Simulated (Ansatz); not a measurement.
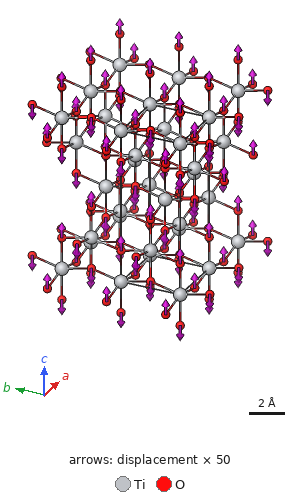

This is a relaxation of solid TiO₂ (set up in I4_1/amd). The starting structure is drawn; purple arrows show the displacements (the part carried along by the change of the cell is left out), 50 times their true length.

The picture is a ball-and-stick view of the conventional cell (2 times the calculation's cell), repeated 2 × 2 × 1 with one cell outlined, seen from a free direction. Lengths and directions refer to the drawn axes.

Case: volume × 0.97, shape and atoms relaxed.

Computed with Ansatz 0.2.0, DFT PBE+U, scalar-relativistic, plane waves, PAW. Settings: plane-wave cutoff 420 eV; k-point mesh 8 × 8 × 8; occupations gaussian; smearing width 0.02 eV; U Ti 4.0 eV; no spin polarisation; cell relaxed at fixed volume; force threshold 0.01 eV/Å; at most 30 steps.

What did the optimiser do to the structure, and how much energy did it gain?

Over 3 accepted moves (5 points after the start) the energy falls by 1.0 meV per atom. Largest force component: 0.17 eV/Å at the start, 0.0017 eV/Å at the end. Pressure: 6.52 GPa at the start and 5.53 GPa at the end. At 2 points the geometry stayed and the basis and grid were re-selected for the new cell (energy shift of less than 0.05 meV per atom at most each time). The largest moves relative to the cell, 0.020 Å, are those of O atoms. Ti stays in place. The drawn cell changes at constant volume: a = b 3.779 → 3.795 Å (+0.4 %), c 9.677 → 9.597 Å (−0.8 %). Some distances before and after: Ti–Ti 3.070 → 3.059 Å, O–Ti 1.987 → 1.991 Å. The space group stays I4_1/amd (No. 141). Cost: 21 s on 2 threads of Arm Neoverse V2 (shared host), peak memory 0.49 GiB.
